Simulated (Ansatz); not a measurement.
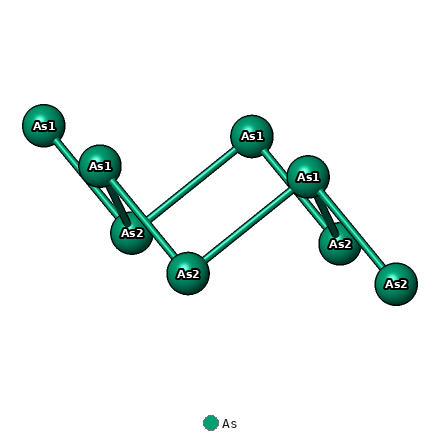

The system is a two-dimensional sheet of As of the honeycomb type (2 atoms in the cell); the picture shows the reference structure. The lattice constant and the buckling of a sheet are varied, nothing relaxed. First axis: lattice constant a of the sheet (both vectors scaled alike). Second axis: buckling: height of As1 above As2. The grid has 8 × 8 points. Points are written as (first, second). All energies are given in meV/atom relative to the lowest grid point. The calculation used Ansatz 0.2.0, DFT LDA, scalar-relativistic, plane waves, PAW. Settings: cutoff 420 eV, k-mesh 9×9×1, gaussian smearing 0.02 eV, no spin polarisation.

Its coordinates:

```
CELL_PARAMETERS angstrom
3.46300 0.00000 0.00000
-1.73150 2.99905 0.00000
0.00000 0.00000 28.00000
ATOMIC_POSITIONS crystal
As 0.33333 0.66667 0.52643
As 0.66667 0.33333 0.47357
```

Range: lattice constant a of the sheet (both vectors scaled alike) from 3.294 to 3.689 Å; buckling: height of As1 above As2 from 0.000 to 2.072 Å.

What will the energy surface look like?

The lowest grid point is at (3.463 Å, 1.480 Å). The highest grid point, (3.294 Å, 0.000 Å), lies 4543 meV/atom above the lowest.

```tsv
second ↓, first →	3.294	3.350	3.407	3.463	3.520	3.576	3.633	3.689
2.072	653	721	787	844	899	957	1019	1077
1.776	320	320	333	358	393	426	466	510
1.480	82	37	10	0	4	20	47	84
1.184	382	280	201	145	108	89	84	93
0.888	1500	1279	1091	939	809	707	626	560
0.592	2937	2538	2189	1900	1636	1415	1226	1073
0.296	4103	3547	3061	2641	2274	1970	1710	1482
0.000	4543	3929	3397	2932	2523	2183	1889	1628
```

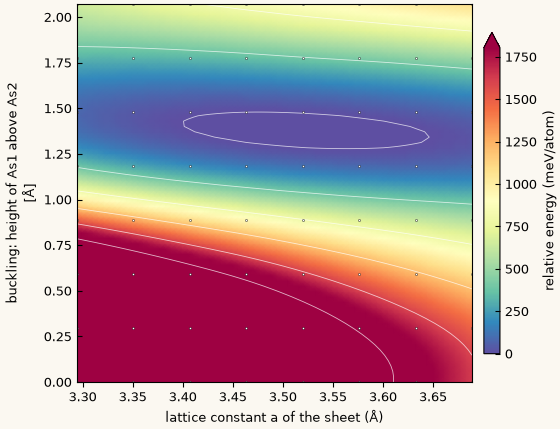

In the figure: a smooth colour map with a few white contour lines, dots at the grid points, one colour for all values above the top of the scale. Between grid points the surface is interpolated.

The whole map (64 points run) took 5.6 min on 1 thread of Intel(R) Xeon(R) Platinum 8375C CPU @ 2.90GHz (Ice Lake), with other jobs on the host.
